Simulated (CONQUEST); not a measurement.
## Ge: 7 runs along one coordinate

System: Ge (4 atoms in the cell).
Method: Kohn-Sham DFT of a periodic cell, LDA, PseudoDojo NC LDA, no spin polarisation (CONQUEST 1.3).

The 7 runs differ only in the geometry, by an even scaling of the cell at fixed fractional positions. The structure derives from an entry of the Crystallography Open Database.

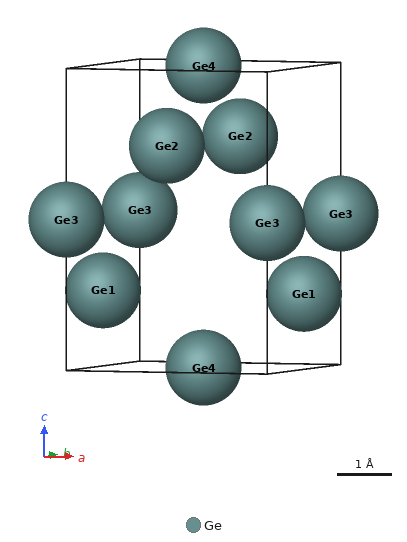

Figure 1. The structure of run 4 (spheres-only view of the cell of the calculation, seen at an oblique angle; atoms are numbered from 1 in the order of the input).

### Input of run 4
```
IO.Title Ge
IO.Coordinates coords.dat
IO.FractionalAtomicCoords T
IO.Iprint 2
IO.Iprint_init 1
General.NumberOfSpecies 1
General.PseudopotentialType hamann
AtomMove.TypeOfRun static
AtomMove.FullStress T
Grid.PointsAlongX 40
Grid.PointsAlongY 40
Grid.PointsAlongZ 60
DM.SolutionMethod diagon
Diag.MPMesh T
Diag.GammaCentred T
Diag.MPMeshX 7
Diag.MPMeshY 7
Diag.MPMeshZ 5
Diag.kT 0.00183747
minE.SCTolerance 1e-6
SC.MaxIters 100
IO.AtomChargeOutput T
%block ChemicalSpeciesLabel
1 72.610 Ge
%endblock
```

Command:
```bash
Conquest
```

Lattice vectors (Å) and fractional positions of run 4:
```
   4.000683    0.000000    0.000000
   0.000000    4.000683    0.000000
   0.000000    0.000000    5.657820
Ge  0.000000  0.500000  0.250000
Ge  0.500000  0.000000  0.750000
Ge  0.000000  0.000000  0.500000
Ge  0.500000  0.500000  0.000000
```

Run 3 has the same physical settings and fractional positions; its lattice vectors (Å) are:
```
   3.973832    0.000000    0.000000
   0.000000    3.973832    0.000000
   0.000000    0.000000    5.619847
```

### Results, with one run withheld

| run | volume per atom (Å³) | free energy per atom, from the lowest run given (meV) | pressure (GPa) | gap on the mesh (eV) |
| --- | --- | --- | --- | --- |
| 1 | 21.281 | 11.61 | 3.81 | 0.33 |
| 2 | 21.733 | 3.39 | 2.08 | 0.21 |
| 3 | 22.186 | ? | ? | ? |
| 4 | 22.639 | 0.00 | −0.96 | 0.00 |
| 5 | 23.092 | 5.23 | −2.45 | 0.00 |
| 6 | 23.545 | 13.56 | −3.41 | 0.00 |
| 7 | 23.997 | 24.34 | −4.29 | 0.00 |

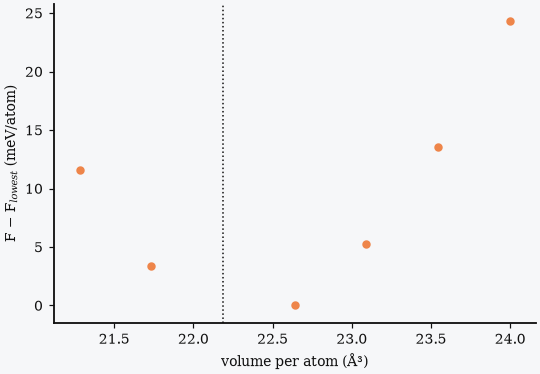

Figure 2. Free energy per atom of the runs given; the dotted line marks run 3.

Estimate the energy of run 3 from the others.

A cubic polynomial in V^(−2/3) (the Birch–Murnaghan form), fitted to the 6 runs given, misses them by at most 0.38 meV per atom. With x = V^(−2/3) − 0.12480 Å⁻², it reads F = 0.66896 − 1956.1 x + 7.1653e+05 x² + 3.8857e+06 x³ (meV per atom). At run 3 it gives −0.47 meV per atom, and the run itself gives −0.31. The slope of the fit gives a pressure −dF/dV of 0.45 GPa there, and the run prints 0.54 GPa. The two needn't agree exactly: the fit is approximate, and the printed stress is taken on a finite basis. The fit has its minimum at 22.319 Å³ per atom, where V d²F/dV² gives 74.4 GPa: the bulk modulus at this level, since symmetry fixes the shape and the positions. The gap on the mesh lies between 0.00 eV (run 3) and 0.33 eV (run 1); run 3 has 0.00 eV. These are gaps of this functional on this mesh, which can miss the band edges; they aren't the measured gap.

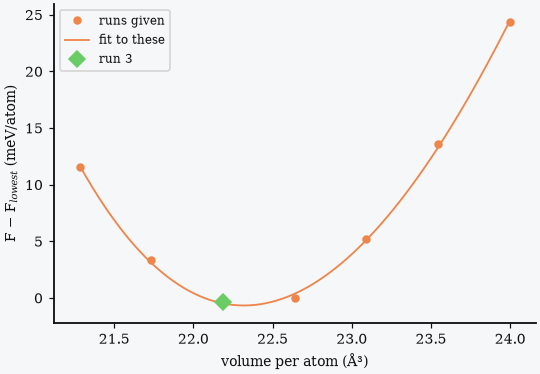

Figure 3. The fit and the withheld run.

### Some lines of the output (run 3)
```
[...]
      Using Fermi-Dirac smearing
          Free Energy (E-TS)               :      -356.897725976189008 Ha
          DFT Total Energy                 :      -356.883560788389048 Ha
          Free Energy (E-TS)               :      -356.887901834105321 Ha
          DFT Total Energy                 :      -356.885474108986102 Ha
          Free Energy (E-TS)               :      -356.885884341502333 Ha
          DFT Total Energy                 :      -356.885808856053472 Ha
          Free Energy (E-TS)               :      -356.885877778112445 Ha
          DFT Total Energy                 :      -356.885809209954118 Ha
          Free Energy (E-TS)               :      -356.885877457730203 Ha
          DFT Total Energy                 :      -356.885809392020462 Ha
      | Free Energy as E-TS      =      -356.885877457730203 Ha
      |* DFT total energy        =      -356.885809392020462 Ha
    force: Average pressure:      0.53806012 GPa
```

Notes: With a small basis of atomic orbitals these values can differ much from converged plane-wave results.
